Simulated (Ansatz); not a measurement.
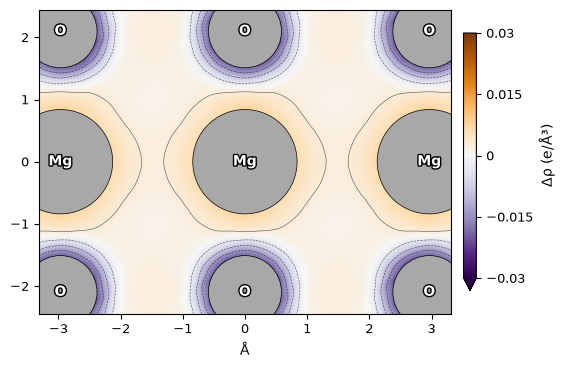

MgO. Difference of the valence pseudo-densities of two functionals at the same geometry, on the (101̄) plane of the calculation cell: one of LDA and PBE less the other.

Both computed with Ansatz (plane waves, PAW), on the same k-point mesh. Grey discs cover the atomic cores.

```
Mg O
1.0
     0.00000    2.09700    2.09700
     2.09700    0.00000    2.09700
     2.09700    2.09700    0.00000
Mg O
1 1
Direct
  0.00000 0.00000 0.00000
  0.50000 0.50000 0.50000
```

Question: Which was subtracted from which, and what does the map show?

Answer: It is LDA less PBE. Against PBE, LDA gives more density around Mg (+0.004 e/Å³ on average at 1.0 Å from the nucleus), less density around O (−0.010 e/Å³ on average at 0.7 Å from the nucleus) and a change of +0.005 e/Å³ at the midpoint of Mg–O.
